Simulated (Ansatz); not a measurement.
Here is a crystal structure:

```cif
data_structure
_symmetry_space_group_name_H-M 'P 1'
_symmetry_Int_Tables_number 1
_cell_length_a 6.5800
_cell_length_b 6.5800
_cell_length_c 8.2150
_cell_angle_alpha 90.000
_cell_angle_beta 90.000
_cell_angle_gamma 90.000
_cell_volume 355.69
loop_
_atom_site_label
_atom_site_type_symbol
_atom_site_fract_x
_atom_site_fract_y
_atom_site_fract_z
_atom_site_occupancy
Si1 Si 0.46312 0.75941 0.40271 1
Si2 Si 0.53688 0.75941 0.90271 1
Si3 Si 0.75941 0.53688 0.59729 1
Si4 Si 0.24059 0.46312 0.59729 1
Si5 Si 0.75941 0.46312 0.09729 1
Si6 Si 0.46312 0.24059 0.90271 1
Si7 Si 0.24059 0.53688 0.09729 1
Si8 Si 0.53688 0.24059 0.40271 1
O1 O 0.66826 0.66826 0.75000 1
O2 O 0.66887 0.30576 0.56572 1
O3 O 0.66887 0.69424 0.06572 1
O4 O 0.50000 0.00000 0.88001 1
O5 O 0.69424 0.33113 0.93428 1
O6 O 0.66826 0.33174 0.25000 1
O7 O 0.30576 0.33113 0.43428 1
O8 O 0.33113 0.69424 0.56572 1
O9 O 0.30576 0.66887 0.93428 1
O10 O 0.33174 0.66826 0.25000 1
O11 O 0.33174 0.33174 0.75000 1
O12 O 0.00000 0.50000 0.11999 1
O13 O 0.50000 0.00000 0.38001 1
O14 O 0.69424 0.66887 0.43428 1
O15 O 0.33113 0.30576 0.06572 1
O16 O 0.00000 0.50000 0.61999 1
```

Q: What crystal do these data define?

A: The stoichiometry is SiO2. The lattice is primitive tetragonal and the space group P-4c2 (No. 116). Atoms per cell: 24 (8 Si, 16 O). The polyhedra are SiO4 tetrahedra; they share corners. The coordination shell of Si holds four O in a distorted tetrahedral arrangement at 1.61 to 1.65 Å. O bonds to two Si at 1.61 to 1.65 Å. The bonds build a three-dimensional framework.

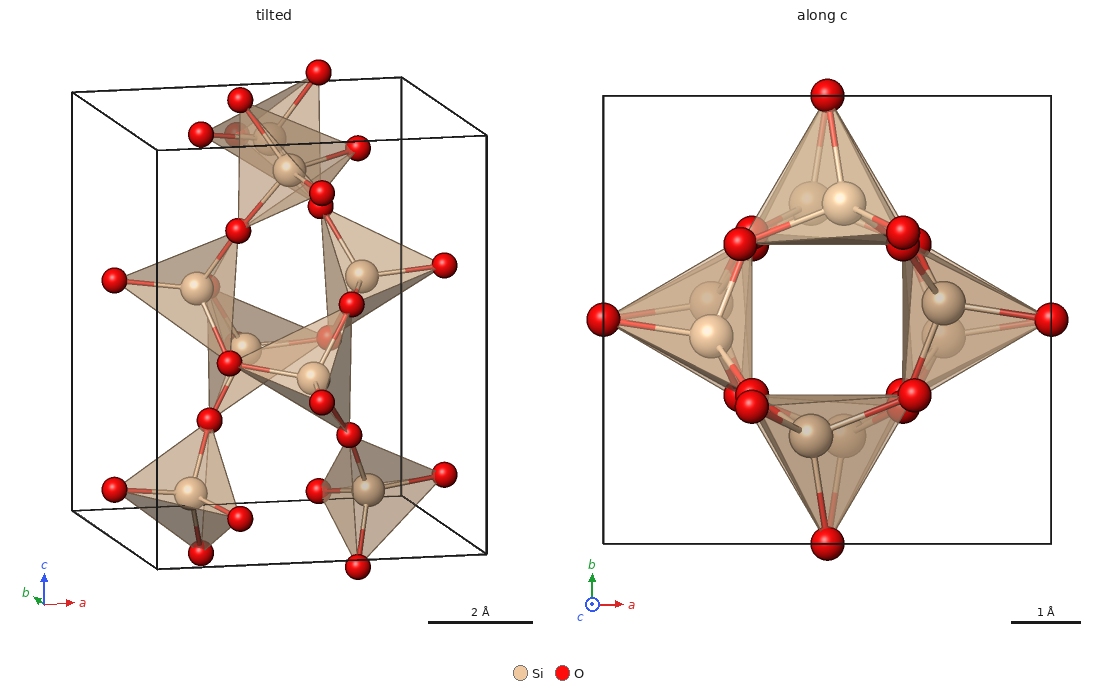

A polyhedral rendering, viewed slightly off an axis and along the c axis. Atoms at the boundary of the conventional unit cell (the box) are drawn once for each face, edge or corner they touch. Some neighbours outside the box are added.

The model was built from a structure listed in the Materials Project. The geometry was optimised with DFT PBE, scalar-relativistic, plane waves, PAW (Ansatz).
